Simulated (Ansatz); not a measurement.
## C: 5 runs along one coordinate

System: C (P2₁/m, 4 atoms in the cell).
Method: DFT PBE+D3(BJ), scalar-relativistic, plane waves, PAW, PAW set soft_1, no spin polarisation (Ansatz 0.2.0).

The 5 runs differ only in the geometry, by a strain of the cell at fixed fractional positions. Against run 3, the strain is εzz = η. The structure derives from an entry of the Crystallography Open Database.

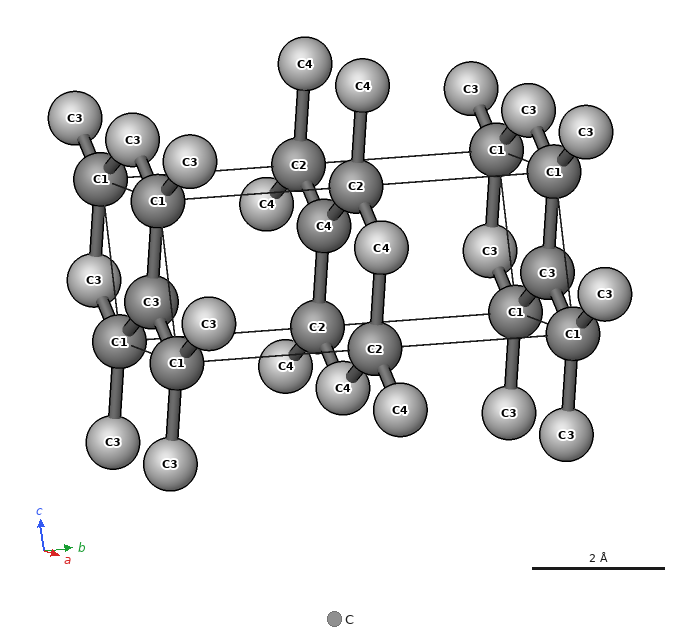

Figure 1. The structure of run 3 (ball-and-stick view of the cell of the calculation, set on other vectors, seen slightly off an axis; neighbours outside the cell are drawn fainter; atoms are numbered from 1 in the order of the input). An atom can appear more than once, as a periodic image.

### Input of run 3
```yaml
crystal:
  lattice:
    - [2.4649495834, -0.3697424375, 0.0]
    - [-1.5526811355, 2.319580177, 0.0]
    - [0.0, 0.0, 6.583961322]
  atoms:
    - { symbol: C, position: [0.0, 0.0, 0.0025] }
    - { symbol: C, position: [0.0, 0.0, 0.5025] }
    - { symbol: C, position: [0.3333333333, 0.6666666667, 0.0025] }
    - { symbol: C, position: [0.6666666667, 0.3333333333, 0.5025] }
basis:
  ecutwfc: 520.0
kpoints:
  mp_grid: { grid: [18, 18, 6] }
hamiltonian:
  xc: pbe
  pseudopotentials: { kind: paw, azcp: { folder: soft_1 } }
  dispersion: d3bj
scf:
  occupations: { method: gaussian, width: 0.15 }
output:
  forces: true
  stress: true
  eigenvalues: true
```

Command:
```bash
ansatz run input.yaml --threads 2 --pin off --max-ram 4096MiB --backend cpu --events-out ev --progress --plain --runs-dir out
```

Lattice vectors (Å) and fractional positions of run 3:
```
   2.464950   -0.369742    0.000000
  -1.552681    2.319580    0.000000
   0.000000    0.000000    6.583961
C   0.000000  0.000000  0.002500
C   0.000000  0.000000  0.502500
C   0.333333  0.666667  0.002500
C   0.666667  0.333333  0.502500
```

Run 4 differs from it as follows:
```diff
-    - [0.0, 0.0, 6.583961322]
+    - [0.0, 0.0, 6.7410272571]
```

### Results, with one run withheld

```csv
run,strain parameter η (%),"free energy per atom, from the lowest run given (meV)",pressure (GPa),gap on the mesh (eV)
1,−4.7814,6.24,39.06,0.15
2,−2.3958,2.59,37.70,0.15
3,0.0000,0.60,36.49,0.14
4,2.3856,?,?,?
5,4.7712,0.00,34.41,0.14
```

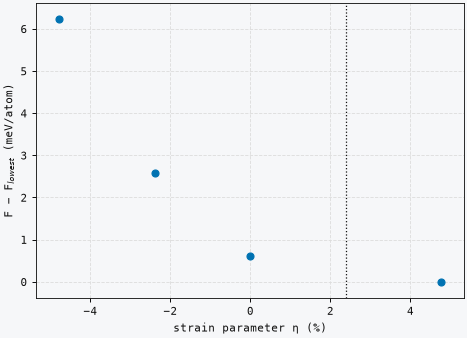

Figure 2. Free energy per atom of the runs given; the dotted line marks run 4.

Fit the runs given and predict run 4.

A quadratic polynomial in the coordinate, fitted to the 4 runs given, misses them by at most 0.12 meV per atom. With x = η + 0.6015, it reads F = 0.93993 − 0.78244 x + 0.11359 x² (meV per atom). At run 4 it gives −0.38 meV per atom, and the run itself gives −0.16. The fit has its minimum at η = 2.8426 %.

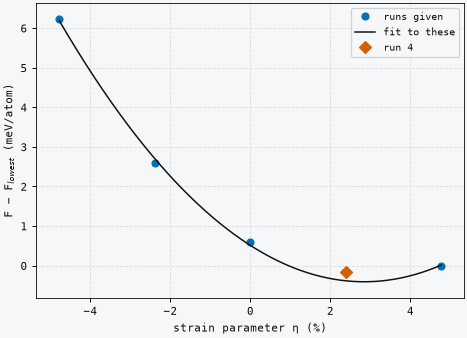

Figure 3. The fit and the withheld run.

### Output, shortened to warnings, some set-up lines, iterations and results (run 4)
```
Basis set: ecut = 520 eV, 915 PW (Γ), exchange–correlation on 40×48×108 points (8 copies of the dense FFT grid, shifted against one another)
Symmetry: 4 space group operations
k-points: 656 of 1944
Initial density: superposition of atomic densities (chi_scale 0.1, normalization cell)
[...]
SCF iter   1: F=—  HF=-1002.959831 eV  |F-HF|=—  |Δ(HF+E_count)|=         —  Δρ=1.60e-1  dr2=7.75e0  ethr=3.10e-3  ⟨swp⟩=5.5  Hψ=45515  notcnv=0
SCF iter   2: F=—  HF=-1000.935584 eV  |F-HF|=—  |Δ(HF+E_count)|=    2.02e0  Δρ=9.26e-2  dr2=3.10e0  ethr=3.10e-3  ⟨swp⟩=2.0  Hψ=20365  notcnv=0
SCF iter   3: F=—  HF=-999.538724 eV  |F-HF|=—  |Δ(HF+E_count)|=    1.40e0  Δρ=8.62e-3  dr2=1.39e-2  ethr=3.10e-3  ⟨swp⟩=3.2  Hψ=19788  notcnv=0
SCF iter   4: F=—  HF=-999.550822 eV  |F-HF|=—  |Δ(HF+E_count)|=   1.21e-2  Δρ=1.33e-3  dr2=3.51e-4  ethr=8.68e-5  ⟨swp⟩=2.4  Hψ=17051  notcnv=0
SCF iter   5: F=—  HF=-999.551168 eV  |F-HF|=—  |Δ(HF+E_count)|=   3.46e-4  Δρ=1.65e-4  dr2=8.01e-6  ethr=2.19e-6  ⟨swp⟩=2.4  Hψ=12747  notcnv=0
SCF iter   6: F=—  HF=-999.551161 eV  |F-HF|=—  |Δ(HF+E_count)|=   7.76e-6  Δρ=2.46e-5  dr2=1.69e-7  ethr=5.01e-8  ⟨swp⟩=2.0  Hψ=13120  notcnv=0
SCF iter   7: F=-999.551160 eV  HF=-999.551160 eV  |F-HF|=1.81e-9  |Δ(HF+E_count)|=   2.30e-8  Δρ=4.24e-6  dr2=2.91e-9  ethr=6.25e-10  ⟨swp⟩=6.5  Hψ=44489  notcnv=0
SCF 1 converged in 7 iterations: F = -999.551160 eV  dr2 = 2.91e-9
SCF converged after 7 iterations
Free energy (F): -999.551160 eV
Harris-Foulkes:  -999.551160 eV  (|F-HF|=1.81e-9)
Internal energy: -999.550260 eV  (E = F + TS)
E sigma→0 (E₀):  -999.550710 eV
Entropy (-TS):   -0.000901 eV (-0.225 meV/atom)
Fermi energy:    7.887591 eV
--- Per-component energies (eV) ---
  E_band       = -29.164921
  E_kinetic    = 363.712240
  E_local      = -614.180644  (includes V_loc(G=0)·N_el)
  E_nonlocal   = 96.749054
  E_hartree    = 195.139999
  E_xc         = -189.044951
  E_vxc        = -232.868878  (∫ρ·V_xc dr)
  E_paw        = -401.681273  (= ΣΔE_a)
  E_vpaw       = -32.856917  (= ΣTr[D̂ρ^β])
  E_aug_tail   = 0.000003  (compensation charges beyond the density's cutoff)
  E_ewald      = -449.719958
  E_disp       = -0.524728  (pairwise vdW)
  E_smearing   = -0.000901  (= −TS)
  E_closure    = 0.000000  (closes the sum)
  Σ components = -999.551160   (vs F -999.551160, Δ=0.00e0)
--- Forces (eV/Å), atoms counted from 1 ---
  atom   1  C      4.55347297     2.50648561     0.00000000
  atom   2  C     -4.55347297    -2.50648561     0.00000000
  atom   3  C     -4.58405502    -2.51916261     0.00000000
  atom   4  C      4.58405502     2.51916261     0.00000000
  max |Σ_I F_I| component: 0.00e0 eV/Å
--- Stress (GPa, compression-positive) ---
       54.194728     141.309689       0.000000
      141.309714      51.807494       0.000000
        0.000000       0.000000       0.195821
  P = ⅓ Tr σ = 35.3993 GPa (353.993 kbar)
```
